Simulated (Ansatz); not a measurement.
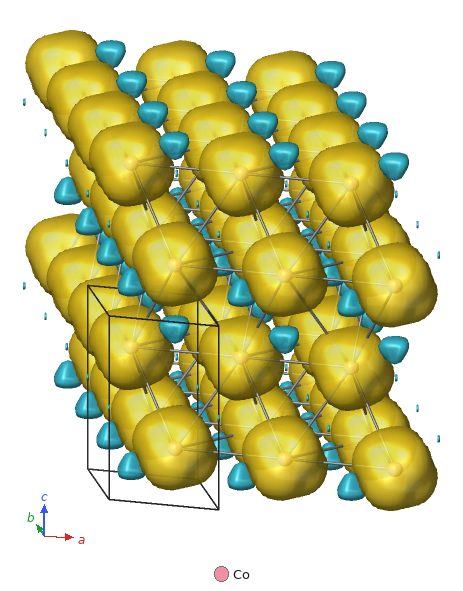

*Co. Isosurfaces of the spin density at +0.06 (yellow) and −0.06 e/Å³ (cyan), seen slightly off an axis. Sticks mark near contacts.*

Space group P-3m1; a structure from a database of computed crystals, not necessarily the ambient phase; not relaxed (largest force 0.4 eV/Å); computed pressure about 21 GPa in this cell; spin-polarised.

The calculation used Ansatz, Kohn-Sham DFT of a periodic cell, HSE06, Ansatz PAW.

In a PAW calculation such maps are meaningful between the atoms, not at the nuclei.

```cif
data_structure
_symmetry_space_group_name_H-M 'P 1'
_symmetry_Int_Tables_number 1
_cell_length_a 2.4366
_cell_length_b 2.4366
_cell_length_c 3.9803
_cell_angle_alpha 90.000
_cell_angle_beta 90.000
_cell_angle_gamma 120.000
_cell_volume 20.47
loop_
_atom_site_label
_atom_site_type_symbol
_atom_site_fract_x
_atom_site_fract_y
_atom_site_fract_z
_atom_site_occupancy
Co1 Co 0.33333 0.66667 0.74014 1
Co2 Co 0.66667 0.33333 0.25986 1
```

### Which atoms carry the moments, and with what signs?

The spin density sits on Co: +2.0 μB (×2) in one cell of 2 atoms: parallel main moments (a ferromagnetic arrangement) in this solution. The cell of the calculation (2 atoms) carries 3.6 μB of net spin moment.
